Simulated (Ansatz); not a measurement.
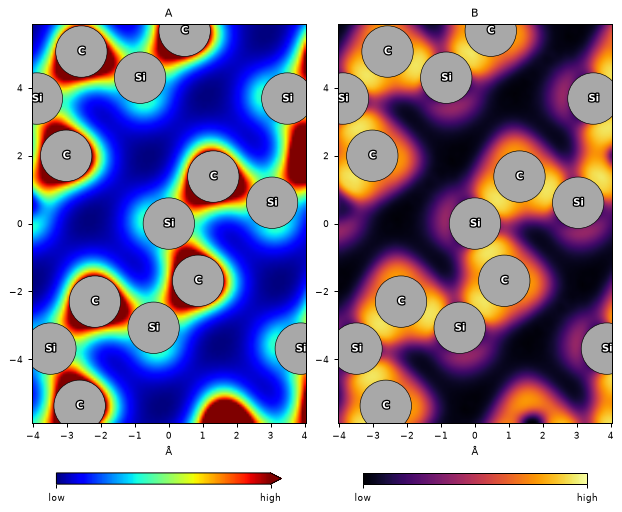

SiC: 2 fields on the (011̄) plane of the calculation cell, with unlabelled colour scales. Grey discs cover the atomic cores.

Space group P6₃mc; a structure from a database of computed crystals, not necessarily the ambient phase.

Theory: DFT PBE, scalar-relativistic, plane waves, PAW (Ansatz).

```xyz
36
Lattice="0.0000 5.3554 5.0743 -4.6379 -2.6777 5.0743 4.6379 -2.6777 5.0743" Properties=species:S:1:pos:R:3 pbc="T T T"
Si   -1.5460   -0.8926    7.6093
Si   -3.0919    1.7851    7.6093
Si    1.5460   -0.8926    7.6093
Si    0.0000    1.7851    2.5351
Si    0.0000    1.7851    7.6093
Si    0.0000   -3.5702    7.6093
Si   -1.5460   -0.8926    2.5351
Si    3.0919    1.7851    7.6093
Si    1.5460   -0.8926    2.5351
Si    0.0000   -1.7851   10.1465
Si   -1.5460    0.8926   10.1465
Si   -1.5460    0.8926    5.0722
Si    1.5460    0.8926    5.0722
Si    1.5460    0.8926   10.1465
Si   -3.0920   -1.7851    5.0722
Si    0.0000   -1.7852    5.0722
Si    0.0000    3.5703    5.0722
Si    3.0920   -1.7851    5.0722
C    -1.5460   -0.8926    9.5164
C    -3.0920    1.7851    9.5164
C     1.5460   -0.8926    9.5164
C     0.0000    1.7852    4.4421
C     0.0000    1.7851    9.5164
C     0.0000   -3.5703    9.5164
C    -1.5460   -0.8926    4.4421
C     3.0920    1.7851    9.5164
C     1.5460   -0.8926    4.4421
C     0.0000   -1.7851    6.9792
C    -1.5460    0.8926    6.9792
C     3.0920   -1.7851    6.9793
C    -3.0920   -1.7851    6.9793
C     1.5460    0.8926    6.9792
C     1.5460    0.8926   12.0536
C     0.0000    3.5703    6.9793
C     0.0000   -1.7852   12.0536
C    -1.5460    0.8926   12.0536
```

Which field does each panel show? The fields are: electron localisation function and valence pseudo-density.

Panel A: valence pseudo-density. Panel B: electron localisation function. From the grid: Si–C (1.91 Å): the density is about 0.86 e/Å³ at the midpoint; the ELF peaks at about 0.95 between the atoms, as expected for a shared electron pair.
